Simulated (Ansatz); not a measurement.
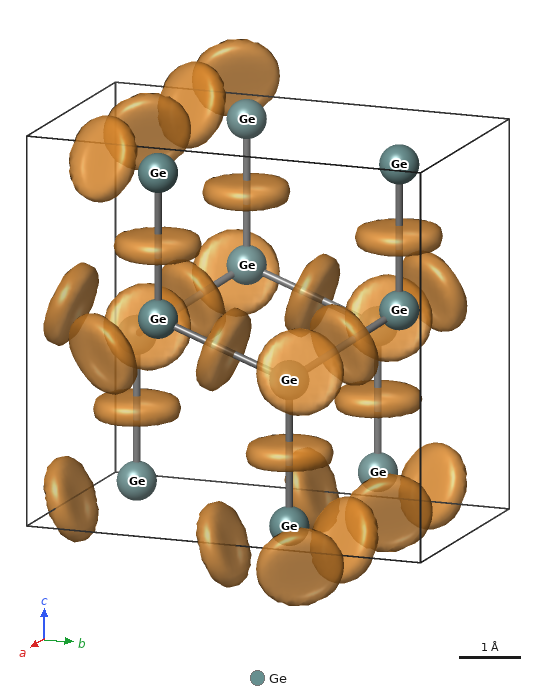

*Ge. Isosurface of the ELF at 0.65 (orange), seen slightly off an axis. Core shells and regions of very low density are left out. Sticks mark near contacts.*

Space group Cmcm; a structure from a database of computed crystals, not necessarily the ambient phase; changed on purpose from its base cell (strain +0.0050 x Voigt [0, 1, 0, 0, 0, 0], atoms carried along).

Method: DFT r2SCAN, scalar-relativistic, plane waves, PAW in Ansatz.

In a PAW calculation such maps are meaningful between the atoms, not at the nuclei.

Input

```
crystal:
  lattice:
    - [3.9956487021, 0.0, 0.0]
    - [-1.9978243511, 3.477634947, 0.0]
    - [0.0, 0.0, 6.602710985]
  atoms:
    - { symbol: Ge, position: [0.6666666667, 0.3333333333, 0.0629814343] }
    - { symbol: Ge, position: [0.3333333333, 0.6666666667, 0.5629814343] }
    - { symbol: Ge, position: [0.6666666667, 0.3333333333, 0.4370185657] }
    - { symbol: Ge, position: [0.3333333333, 0.6666666667, 0.9370185657] }
basis:
  ecutwfc: 500
kpoints:
  mp_grid: { grid: [12, 12, 6] }
hamiltonian:
  xc: r2scan
scf:
  occupations: { method: gaussian, width: 0.03 }
output:
  forces: true
  stress: true
  eigenvalues: true
  write_density: true
  write_potential: true
  elf: true
  volumetric_format: npy
```

Launched as:

```sh
ansatz run input.yaml --threads 1 --pin off --max-ram 2560MiB --backend cpu --events-out ev --progress --plain --runs-dir out
```

Below, planes, directions and counts refer to the conventional cell (a = 4.00 Å, b = 6.96 Å, c = 6.60 Å, α = 90.00°, β = 90.00°, γ = 90.00°).

What do the ELF domains correspond to?

Answer. The surface consists of 16 regions between bonded Ge–Ge atoms (shared pairs), counted in one cell of 8 atoms. Regions shared between cells count once.

Values along the shortest contacts:
Ge–Ge (2.45 Å): the ELF peaks at about 0.80 between the atoms; localised, covalent bonding.
